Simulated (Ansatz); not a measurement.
```cif
data_structure
_symmetry_space_group_name_H-M 'P 1'
_symmetry_Int_Tables_number 1
_cell_length_a 3.9713
_cell_length_b 3.9713
_cell_length_c 3.9713
_cell_angle_alpha 90.000
_cell_angle_beta 90.000
_cell_angle_gamma 90.000
_cell_volume 62.63
loop_
_atom_site_label
_atom_site_type_symbol
_atom_site_fract_x
_atom_site_fract_y
_atom_site_fract_z
_atom_site_occupancy
Al1 Al 0.00000 0.00000 0.00000 1
Al2 Al 0.50000 0.50000 0.00000 1
Al3 Al 0.50000 0.00000 0.50000 1
Al4 Al 0.00000 0.50000 0.50000 1
```

Space group Fm-3m.

Level of theory: Kohn-Sham DFT of a periodic cell, PBEsol with D3(BJ)-ATM, Ansatz PAW (Ansatz).

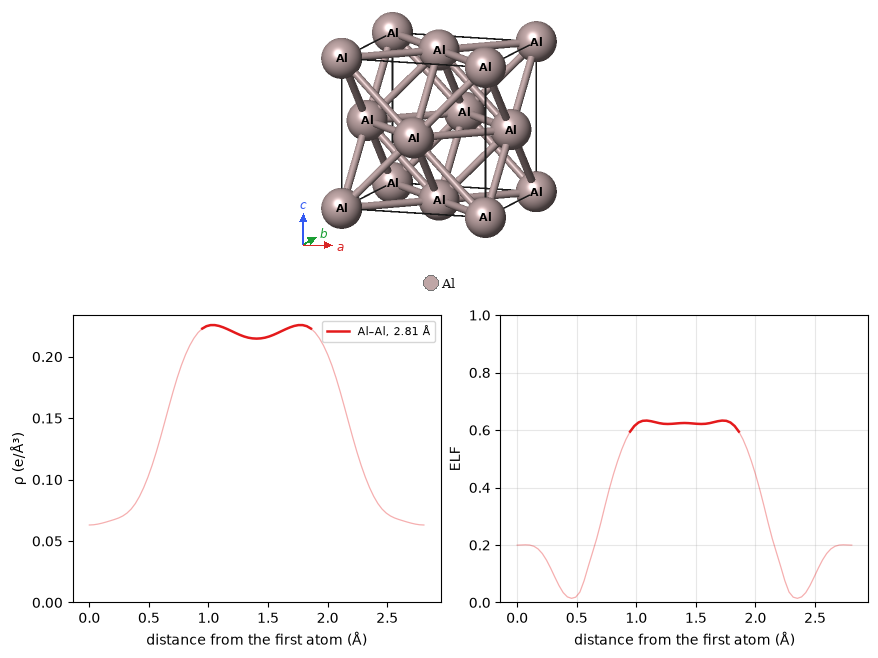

Al. Valence charge density (pseudo) and ELF along straight lines between neighbouring atoms. Thin, pale parts lie inside the atomic spheres. The structure is drawn too.

The density is the valence pseudo-density of a PAW calculation; it isn't the true density close to the nuclei.

What can be read from the curves?

Answer. Al–Al (2.81 Å): ρ is about 0.21 e/Å³ halfway; the ELF peaks at about 0.65 between the atoms.
